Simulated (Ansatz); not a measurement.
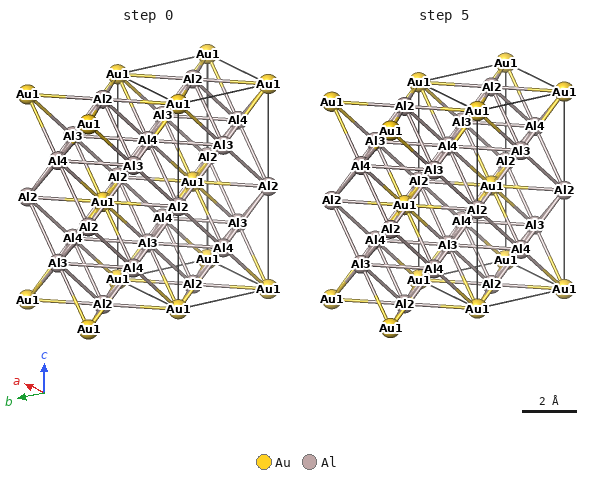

The structure of crystalline Al3Au (set up in I4/mmm) before (left) and after (right) a relaxation, at one scale.

Style: ball-and-stick. Shown: the conventional cell (2 times the calculation's cell), repeated 1 × 2 × 1 with one cell outlined, from a free direction. Lengths and directions refer to the drawn axes.

The run lets cell and atoms move.

Theory: Ansatz 0.2.0, Kohn-Sham DFT of a periodic cell, PBEsol, Ansatz PAW.

Input
```yaml
crystal:
  lattice:
    - [-2.025333, 2.025333, 4.0566]
    - [2.025333, -2.025333, 4.0566]
    - [2.025333, 2.025333, -4.0566]
  atoms:
    - { symbol: Au, position: [0.0, 0.0, 0.0] }
    - { symbol: Al, position: [0.5, 0.5, 0.0] }
    - { symbol: Al, position: [0.25, 0.75, 0.5] }
    - { symbol: Al, position: [0.75, 0.25, 0.5] }
hamiltonian:
  xc: pbesol
  pseudopotentials: { kind: paw }
kpoints:
  mp_grid: { grid: [9, 9, 9] }
scf:
  occupations: { method: fermi_dirac, width: 0.05 }
output:
  forces: true
  stress: true
  eigenvalues: true
  write_density: true
  write_potential: true
  elf: true
  volumetric_format: npy
relax:
  f_tol: 0.01
  max_steps: 40
  cell: { stress_tol: 0.05, p_target: 10.0 }
```

Launched with:
```bash
ansatz run input.yaml --threads 2 --pin off --max-ram 5632MiB --backend cpu --events-out ev --progress --plain --runs-dir out
```

Q: What changed between the two?

A: The atoms keep their places relative to the cell (all moves are under 0.005 Å). The drawn cell changes as follows: a = b 4.051 → 3.914 Å (−3.4 %), c 8.113 → 7.811 Å (−3.7 %); the volume changes by −10.1 %. Some distances before and after: Au1–Al3 2.866 → 2.765 Å, Al2–Al3 2.866 → 2.765 Å, Au1–Al2 2.864 → 2.768 Å, Al3–Al4 2.864 → 2.768 Å. The space group stays I4/mmm (No. 139). Over 4 accepted moves (5 points after the start) the energy rises by 31.9 meV per atom. With the target pressure of 10 GPa, the enthalpy E + pV changes by −73.2 meV per atom. All forces vanish by symmetry, so only the cell relaxes. The pressure goes from −2.62 to 9.95 GPa. The SCF was repeated once at an unchanged geometry on a basis and grid sized afresh for the cell, which shifted the energy by 0.4 meV per atom at most.
